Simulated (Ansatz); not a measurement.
Tl (C2/c, No. 15): the geometry given to an electronic-structure calculation, possibly off equilibrium; the starting structure was generated, so it need not be a known form of this composition.

```
Tl
1.0
     3.48949    0.00000    0.00000
     0.00000   12.09355    0.00000
    -0.96311    0.00000    3.44332
Tl
4
Direct
  0.00000 0.36954 0.75000
  0.50000 0.13046 0.25000
  0.50000 0.86954 0.75000
  0.00000 0.63046 0.25000
```

Question: What will a HAADF-like image along [201] show? Simulation: incoherent imaging, intensity Z^1.7 per atom, probe width 0.85 Å, thin sample. The probe carries 25 % of its weight in a tail 2.5 times as wide.

Answer: The columns repeat on a centred rectangular net of 1.73 × 12.09 Å (plane group c2mm). All columns are alike (Tl). The shortest distance between visible columns is 1.73 Å in projection. Along the beam the structure repeats every 6.93 Å.

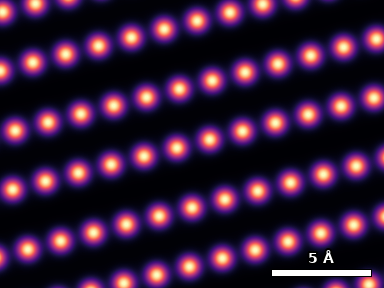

The simulated image.
